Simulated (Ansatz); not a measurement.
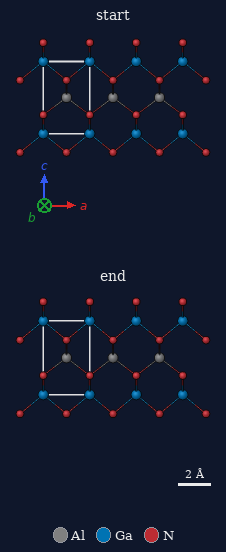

The structure of a crystal of AlGaN₂ (set up in P-4m2) before (top) and after (bottom) a relaxation, at one scale.

A ball-and-stick model of the cell of the calculation, repeated 3 × 1 × 1 with one cell outlined, seen along the b axis.

Case: biaxial strain in the a-b plane of -6.0 %; c and atoms relaxed.

Computed with DFT r2SCAN, scalar-relativistic, plane waves, PAW in Ansatz 0.2.0. Set-up: plane-wave cutoff 500 eV; k-point mesh 8 × 8 × 6; occupations gaussian; smearing width 0.02 eV; no spin polarisation; cell relaxed at fixed a, b, gamma; force threshold 0.008 eV/Å; at most 40 steps.

### What changed between the two?

The energy falls by 6.5 meV per atom in 3 accepted moves (4 points after the start). Largest force component: 0.0098 eV/Å at the start, 0.00044 eV/Å at the end. Pressure: 20.82 GPa at the start and 14.59 GPa at the end. At 1 point the geometry stayed and the basis and grid were re-selected for the new cell (energy shift of 0.1 meV per atom at most each time). No atom moves by more than 0.005 Å relative to the cell. Cell: a = b unchanged at 2.950 Å, c 4.582 → 4.681 Å (+2.2 %). Volume +2.2 %. Some distances before and after: Ga–N 1.896 → 1.911 Å, Al–N 1.840 → 1.855 Å. The space group stays P-4m2 (No. 115). The run took 100 s on 1 thread of Intel(R) Xeon(R) Processor @ 2.50GHz (Skylake/Cascade Lake) (shared host), peak memory 0.49 GiB.
